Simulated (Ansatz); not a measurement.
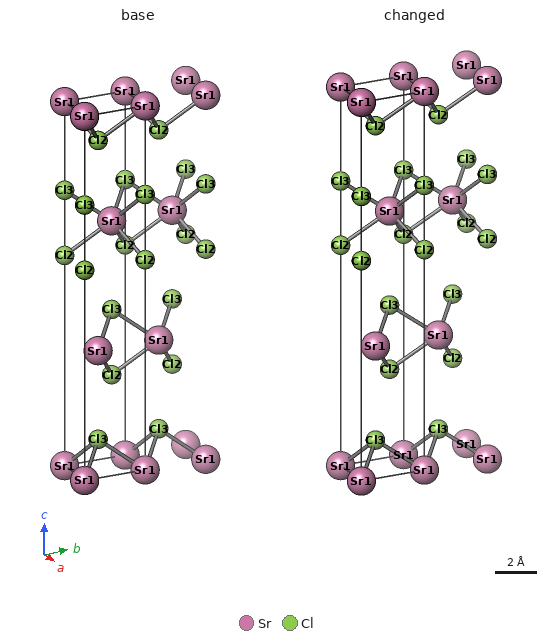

Left: solid SrCl2 (built on the 3R (MoS2) bulk type). Right: the same structure after one change, at the same scale. The picture is a ball-and-stick view of the conventional cell (3 times the calculation's cell), repeated 1 × 2 × 1 with one cell outlined, seen slightly off an axis. Lengths and directions refer to the drawn axes.

Computed with Ansatz, DFT, r2SCAN, plane waves, PAW. Settings: plane-wave cutoff 500 eV; k-point mesh 8 × 8 × 8; occupations fixed; no spin polarisation.

### Which change leads from the left to the right?

All lengths are scaled by +4.0 % (volume +12.5 %) and the Cl atoms are displaced by 0.09 Å relative to the cell: Cl3 0.09 Å along −c. No relaxation follows.

### How do the computed properties respond?

The energy rises by 10.4 meV per atom. The pressure goes from 0.6 to −1.3 GPa. The principal stresses (compression positive) are −0.3 GPa along c and −1.9 GPa across it. The forces stay under 0.01 eV/Å. Some distances before and after: Cl–Sr 2.918 → 2.982 to 2.987 Å. The space group stays R3m (No. 160).
